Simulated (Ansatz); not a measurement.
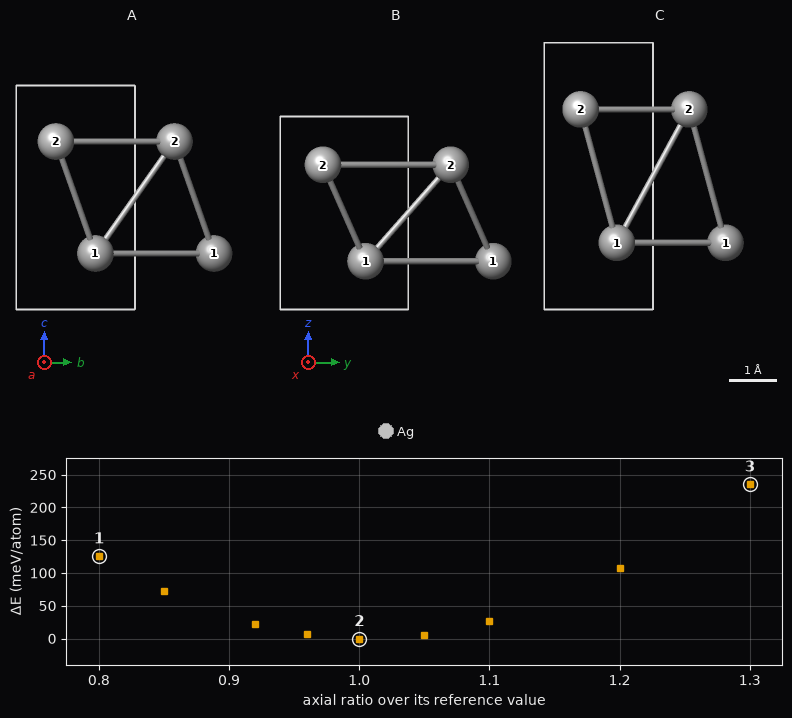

Energy scan for crystalline Ag (P6_3/mmc), in which the ratio of the cell's length along z to its lengths across, counted as 1 for the reference, is changed at fixed volume (a c/a path), with the atoms kept at their fractional coordinates. x, y and z are the Cartesian axes of the input. The frames are shuffled; the numbered points of the plot belong to them. A ball-and-stick model of the cell of the calculation, repeated 2 × 2 × 1 with one cell outlined, seen along the a axis.

These are results of DFT r2SCAN, scalar-relativistic, plane waves, PAW in Ansatz 0.2.0, not measurements. Settings: plane-wave cutoff 500 eV; k-point mesh 24 × 24 × 12; occupations gaussian; smearing width 0.15 eV; no spin polarisation. Energies (free energies at the smearing named) are counted from the cell as listed in its source, which wasn't relaxed.

Which frame belongs to which numbered point?

Point 1 is frame B (the relative ratio 0.80, 126.2 meV/atom); 2 is frame A (the relative ratio 1.00, 0.0 meV/atom); 3 is frame C (the relative ratio 1.30, 235.8 meV/atom). Of the computed points the lowest is at the relative ratio 1.00, 0.0 meV/atom. The unrelaxed reference is under a pressure of −2.7 GPa. The distortion keeps the space group P6_3/mmc. At the relative ratio 1.30 the cell of the drawing goes a 2.930 → 2.685 Å, b 2.930 → 2.685 Å, c 4.790 → 5.706 Å.
